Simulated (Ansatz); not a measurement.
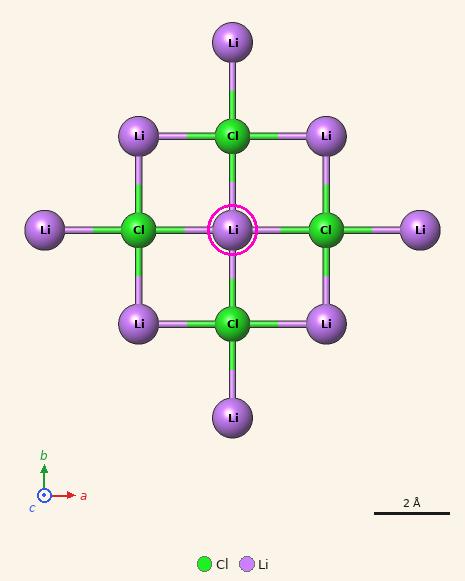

Perfect LiCl. The picture is a ball-and-stick view of the atoms within 5.4 Å of one point, in a slice 4.2 Å thick across the line of sight, seen along the c axis.

Theory: DFT, PBEsol, PAW, plane waves in Ansatz. Settings: plane-wave cutoff 420 eV; k-point mesh 1 × 1 × 1; mesh shifted by (0.25, 0.25, 0.25); no spin polarisation. Fermi-Dirac smearing of 0.01 eV. A uniform background neutralises the charged cell. The axes drawn are those of the host's conventional cell.

A lithium atom is taken out (a vacancy) at the ringed place, in charge state −1. The supercell has 64 sites, and the atoms are relaxed at the host's cell.

### Predict the relaxed surroundings of the defect.

Around the empty Li site the host had 6 Cl at 2.53 Å; after relaxation the nearest atoms are 6 Cl at 2.62 to 2.63 Å. Of the host's atoms, a chlorine atom moves furthest from its site, by 0.10 Å.

The relaxed defect, seen from the same direction:

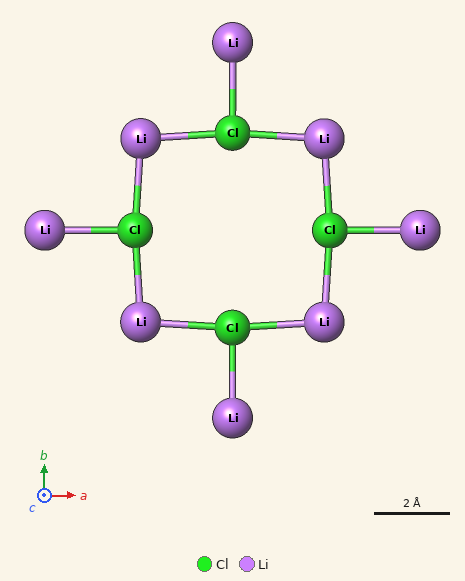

Limits of the set-up: the cell is charged, on a uniform background, and energies carry no finite-size correction.
